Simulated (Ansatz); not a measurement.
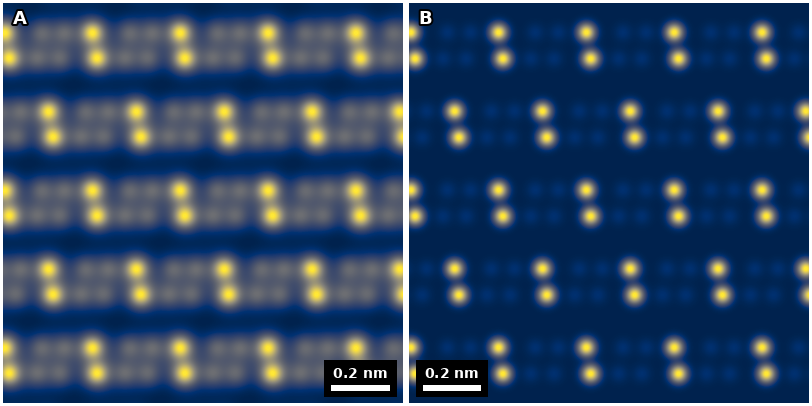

Two simulated images of the same area of WS$_{2}$ (P-3m1, No. 164) along [201], with a probe of 0.50 Å. One is incoherent Z contrast (Z^1.7 per atom), the other the projected potential of neutral atoms blurred by the probe (iDPC-like, thin sample). Brightness is counted from the darkest point of the image. Structure: a calculation's starting geometry.

Q: Which panel is which, and how can one tell?

B is the Z-contrast image and A the potential image. The columns of 1 S per repeat reach about 7 % of the brightest peak (1 W) in B but about 41 % in A, mainly since the potential grows much more slowly with atomic number.
